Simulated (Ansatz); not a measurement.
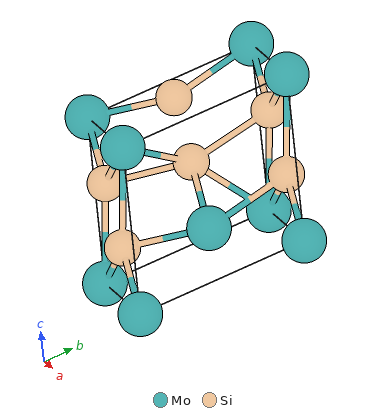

Drawn in the ball-and-stick manner and seen slightly off an axis. The box is the simulation cell; atoms on or close to its faces, edges and corners are drawn wherever they repeat.

```
CELL_PARAMETERS angstrom
-4.15202 2.41056 0.00000
0.00000 2.41056 4.29469
4.15202 2.41056 0.00000
ATOMIC_POSITIONS crystal
Mo 0.00000 0.00000 0.00000
Mo 0.75000 0.50000 0.25000
Si 0.66328 0.00000 0.33672
Si 0.33672 0.00000 0.66328
Si 0.08672 0.50000 0.91328
Si 0.41328 0.50000 0.58672
```

All computed values are from Ansatz 0.2.0, DFT, PAW plane waves, PBEsol. Settings: a kinetic-energy cutoff of 420 eV, the zone sampled with 8×8×8 points, Fermi-Dirac smearing of 0.1 eV, no spin polarisation. The pressure of the cell is -13 GPa.

**What charge does Bader's analysis assign to each element?**

Si -0.09 e; Mo +0.18 e. Little charge moves, as in a metallic or covalent solid.

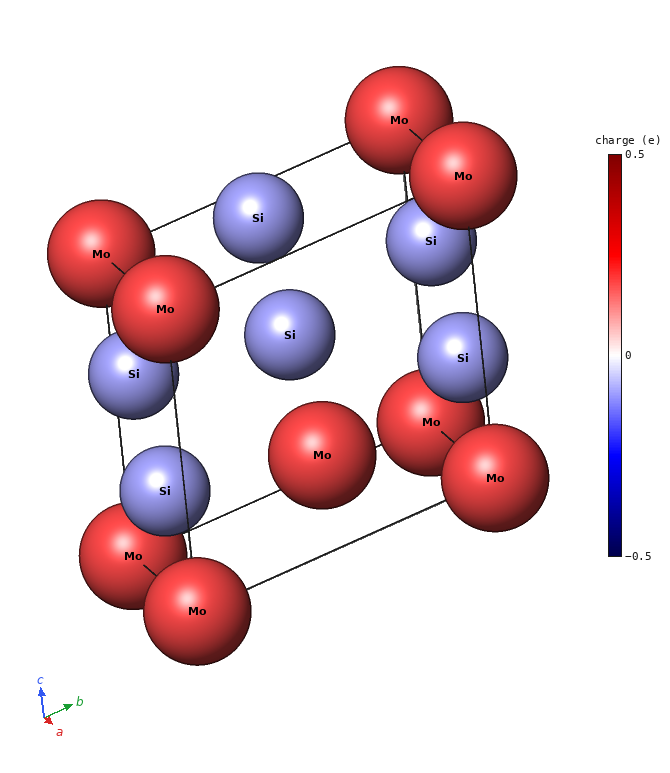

The atoms coloured by those charges.

Note that this is a generated cell, made by putting these elements into a known structure type (the compound may or may not exist in this form), and that it hasn't been relaxed. Ansatz was used for an electronic-structure calculation on it.

At this level of theory the cell isn't at rest (stretched, at -13 GPa), so its distances can differ from those at equilibrium, the more so the softer the solid.
